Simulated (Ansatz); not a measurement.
System: Cd, space group Fm-3m (No. 225) (one of a set of cubic test structures, which need not be the stable phase).

Computed with Ansatz 0.2.0 development build: equation of state of a cubic crystal from periodic Kohn-Sham density functional theory without spin, third-order Birch-Murnaghan fit to the free energies; pressure corrected for the finite basis. Level: PBE.

structure type fcc; atoms in cell 1; space group number 225; lattice centring face-centred primitive; k mesh 14×14×14; occupation method Fermi–Dirac; occupation width 0.06123 eV; wave cutoff 420 eV; datasets soft-1 PAW; density tolerance 1e−07 eV; bands 14; density cutoff ratio 4; search for lower states default.

Predict the energy above the lowest point against volume. The volume takes the values 21.48, 21.94, 22.39, 22.85, 23.31, 23.77, 24.22 Å³/atom.

A third-order Birch–Murnaghan fit gives V0 = 22.78 Å³/atom, B0 = 43.6 GPa and B′ = 6.0. The energy above the lowest point is 11.6 meV/atom at volume 21.48 Å³/atom and 10.7 meV/atom at 24.22 Å³/atom; the lowest computed point is at volume 22.85 Å³/atom (0.0 meV/atom).

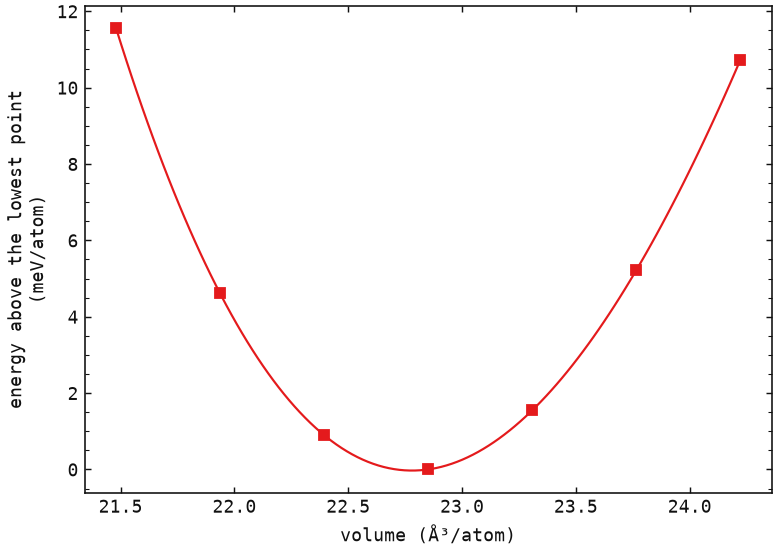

Caveats: cubic model structure, not the ambient form; modest k-mesh, values are not fully converged in k.
